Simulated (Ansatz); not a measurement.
System: S.

Method: a formula put on the sites of a structure type, uncorrected energy per atom over the elements' standard states (H N O F Cl as gases), plane-wave PAW DFT, cell and atoms relaxed at 0 K and 0 GPa, spin start parallel or as listed, metals to 4 meV/atom (Ansatz 0.2.0). Level: PBEsol, no spin polarisation.

wave cutoff 420 eV.

The names give the starting types; a cell can relax into another structure.

Describe the result: the energy above the element's standard state of each starting structure type. The cases: iodine type; beta-tungsten (A15); alpha-gallium type; lonsdaleite type; dhcp; samarium (9R).

The lowest is iodine type, at 0.147 eV/atom; the next, alpha-gallium type, is 0.124 eV/atom higher.

| starting structure type | energy above the element's standard state (eV/atom) | volume per atom (Å³) | final space group number |
| --- | --- | --- | --- |
| iodine type | 0.147 | 21.26 | 139 |
| beta-tungsten (A15) | 1.052 | 15.12 | 223 |
| alpha-gallium type | 0.271 | 19.20 | 64 |
| lonsdaleite type | 0.605 | 28.20 | 194 |
| dhcp | 0.551 | 16.29 | 194 |
| samarium (9R) | 0.357 | 19.07 | 166 |

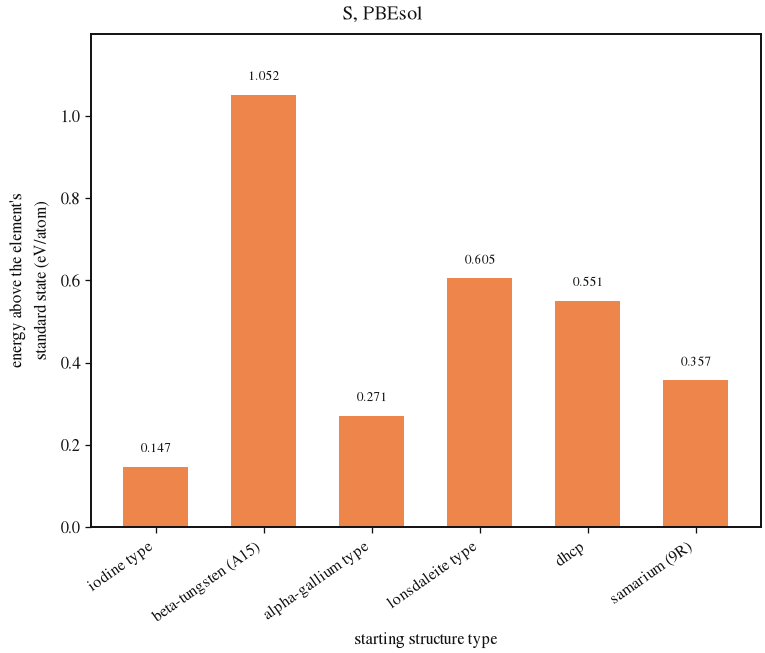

Limits of the calculation: a crossing between the sampled k points may be missed; weakly bound, no dispersion correction.
